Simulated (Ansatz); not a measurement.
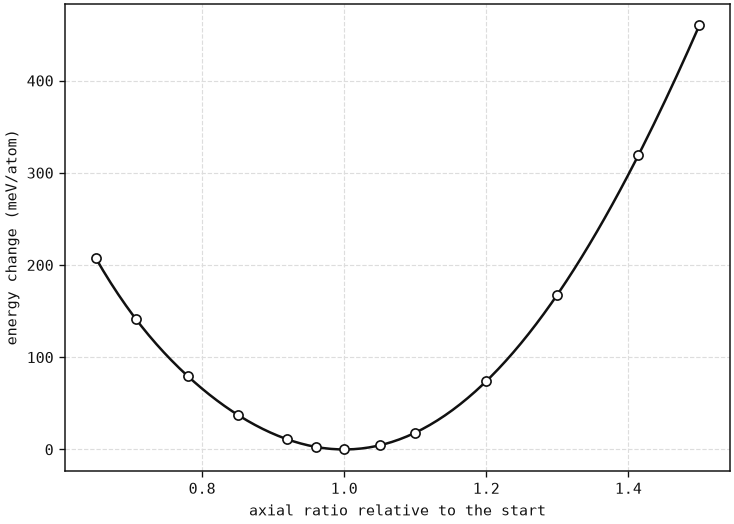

The figure shows the energy change against relative axial ratio.

Computed with Ansatz 0.2.0: deformation of a crystal at fixed volume, lengths along the axis scaled against those across it, fractional coordinates fixed, by plane-wave density functional theory with PAW datasets, free energies less that of the undisturbed cell, pressure positive in compression; scalar-relativistic. Level: r2SCAN, no spin polarisation.

For which of these solids was it computed?
A. AlGaN₂, P-4m2 (No. 115), 10.9 Å³/atom, path tetragonal
B. ZnSe, F-43m (No. 216), 22.8 Å³/atom, path tetragonal
C. GaN, P6_3mc (No. 186), 11.3 Å³/atom, path axial

Answer. B, ZnSe: energy change from 0 meV/atom to 460 meV/atom. The others give: GaN, energy change from 0 meV/atom to 571 meV/atom; AlGaN₂, energy change from 0 meV/atom to 329 meV/atom.

For AlGaN₂, limits of the calculation: reference crystal is not relaxed; shape and atomic fractions are frozen while scaling, which makes layered, chain and framework solids too stiff.

For GaN, limits of the calculation: gap closes along the scan on a mesh chosen for the insulator; reference crystal is not relaxed; shape and atomic fractions are frozen while scaling, which makes layered, chain and framework solids too stiff.

For ZnSe, limits of the calculation: gap closes along the scan on a mesh chosen for the insulator; reference crystal is not relaxed.
